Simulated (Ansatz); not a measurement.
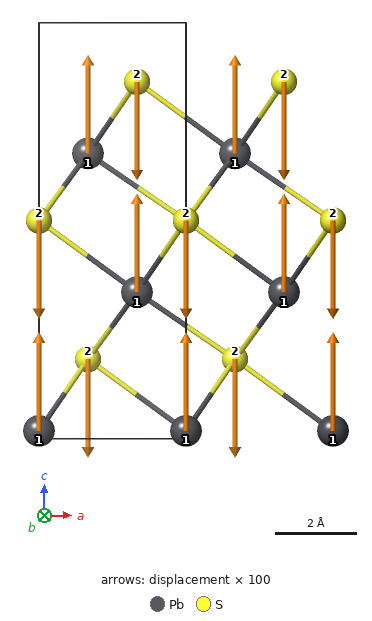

This is a relaxation of a crystal of PbS (built on the database structure type). The starting structure is drawn; orange arrows show the displacements (the part carried along by the change of the cell is left out), 100 times their true length.

Style: ball-and-stick. Shown: the conventional cell (3 times the calculation's cell), repeated 2 × 1 × 1 with one cell outlined, along the b axis. Lengths and directions refer to the drawn axes.

Level of theory: DFT, PBE-D3(BJ), plane waves, PAW (Ansatz 0.2.0).

Input file:
```yaml
crystal:
  lattice:
    - [2.1126617058, 1.2197458045, 3.4519162518]
    - [-2.1126617058, 1.2197458045, 3.4519162518]
    - [0.0, -2.4394916091, 3.4519162518]
  atoms:
    - { symbol: Pb, position: [0.98056578, 0.98056578, 0.98056578] }
    - { symbol: S, position: [0.47503555, 0.47503555, 0.47503555] }
kpoints:
  mp_grid: { grid: [6, 6, 6] }
hamiltonian:
  xc: pbe
  dispersion: d3bj
scf:
  occupations: { method: fermi_dirac, width: 0.02 }
relax:
  f_tol: 0.005
  cell: {}
```

Command:
```bash
ansatz run input.yaml --threads 2 --pin off --max-ram 2211MiB --backend cpu --events-out ev --progress --plain --runs-dir out
```

What did the optimiser do to the structure, and how much energy did it gain?

Answer. The largest moves relative to the cell, 0.025 Å, are those of Pb1 and S2. S2 goes along −c. Largest moves by element: S 0.025 Å, Pb 0.025 Å. Cell: a = b 4.225 → 4.195 Å (−0.7 %), c 10.356 → 10.277 Å (−0.8 %). Volume −2.2 %. Among the contacts that change: Pb1–S2 3.022 → 2.971 Å, Pb1–S2 (another image) 2.956 → 2.962 Å. The space group stays R3m (No. 160). After 4 accepted moves (5 points after the start) the energy has fallen by 4.6 meV per cell of the calculation. Largest force component: 0.011 eV/Å at the start, 0.0021 eV/Å at the end. The pressure goes from −1.16 to 0.00 GPa. At 1 point the geometry stayed and the basis and grid were re-selected for the new cell (energy shift of 0.1 meV per cell of the calculation at most each time).
